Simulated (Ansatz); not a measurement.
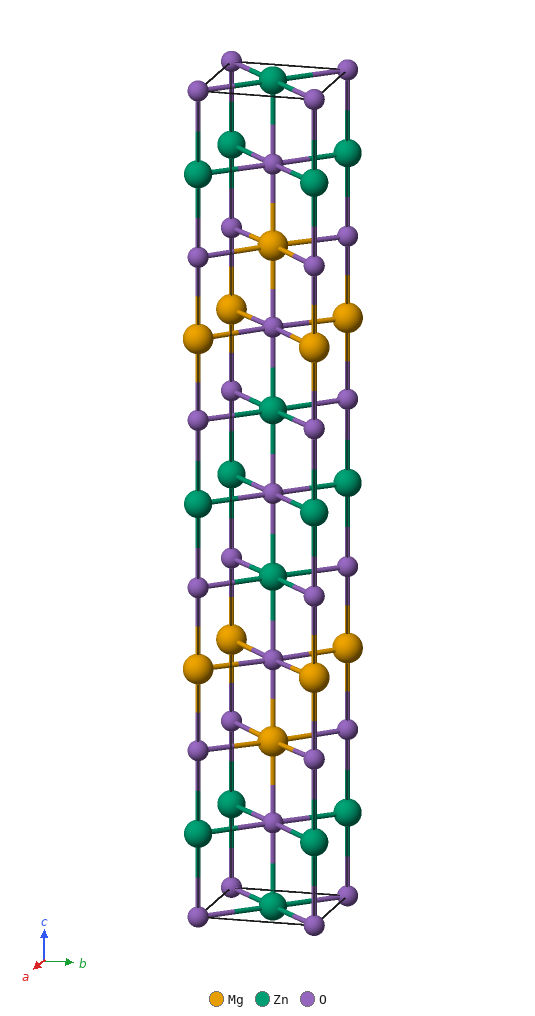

View slightly off an axis, drawn as a ball-and-stick model. The parallelepiped is the conventional unit cell. Cell: a = 3.04 Å, b = 3.04 Å, c = 21.51 Å, α = 90.00°, β = 90.00°, γ = 90.00°.

Its origin is a structure type filled with these elements by a generator (whether the compound takes this form wasn't checked). Earlier steps of the study, as a rule a relaxation of our own, may have changed the cell and positions, so they can lie some per cent off the listed ones. An electronic-structure calculation with Ansatz was run on it.

Describe the arrangement of the atoms.

Answer. Chemical formula Mg2Zn3O5. Space group I4/mmm (No. 139), lattice body-centred tetragonal. The cell has 20 atoms, namely 4 Mg, 6 Zn, 10 O. Mg sits among six O in an octahedral arrangement at about 2.1 Å. Zn is coordinated by six O in an octahedral arrangement at about 2.2 Å. O takes three kinds of site: 4e with five Mg and one Zn in an octahedral arrangement (about 2.1 Å to Mg, 2.2 Å to Zn); 4e with five Zn and one Mg in an octahedral arrangement (about 2.2 Å to Zn, 2.1 Å to Mg); 2a with six Zn in an octahedral arrangement at about 2.2 Å. The bonds build a three-dimensional framework.

Method used: DFT r2SCAN, scalar-relativistic, plane waves, PAW in Ansatz. It ran with 500 eV cutoff, k-points about 0.24 Å⁻¹ apart, Gaussian smearing of 0.02 eV, no spin polarisation.

What is the electronic character?

Answer. A semiconductor at this level, with a gap of 2.19 eV, indirect.

How are the electrons shared out in a Bader analysis?

Answer. Mg +1.75 e; Zn +1.32 e; O -1.67 to -1.33 e.

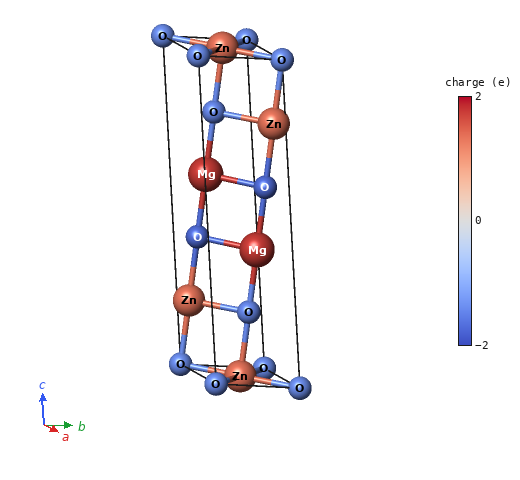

The atoms coloured by those charges. The run's cell of 10 atoms is drawn in a reduced setting, so axes and origin can differ from the first picture.

Is this an equilibrium geometry for the method given?

Answer. No. The largest force is 0.08 eV/Å, on O. The pressure is -6.7 GPa, so the cell would contract.
